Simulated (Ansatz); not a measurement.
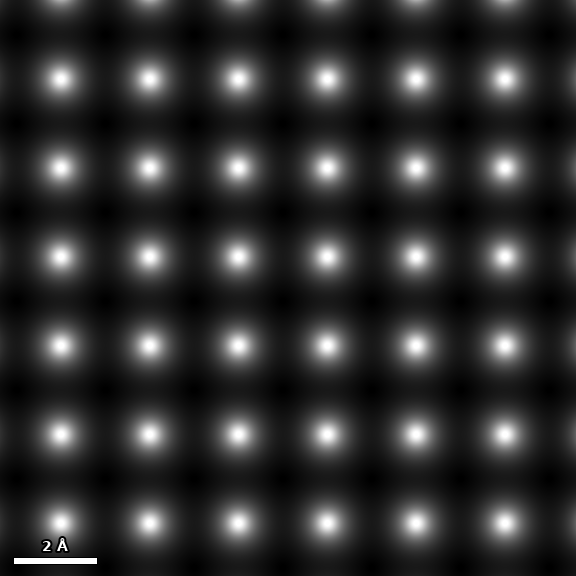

Map of the projected electrostatic potential of a crystal. Computed as the sum of neutral-atom potentials (tabulated electron scattering factors, B = 0.3 Å²) projected along the beam and smoothed by 0.25 Å; brighter is more positive. The display is stretched by a gamma of 0.6; percentages refer to the linear signal.

### Measure the repeat of the pattern.

The pattern repeats on a square net with a repeat of 2.2 Å.

### What is the plane group of the image?

p4mm: fourfold points with mirror lines through them along the axes and the diagonals.

### How many columns does the smallest repeating cell hold, and how many levels of brightness?

1 column in the primitive cell of 4.7 Å², all of one brightness.

The crystal is Ru (Im-3m, No. 229) seen along [001]. Atomic positions: the end point of a relaxation with DFT, PBE, plane waves (420 eV) with PAW, scalar-relativistic (Ansatz 0.2.0); the starting structure was generated, so it need not be a known form of this composition.
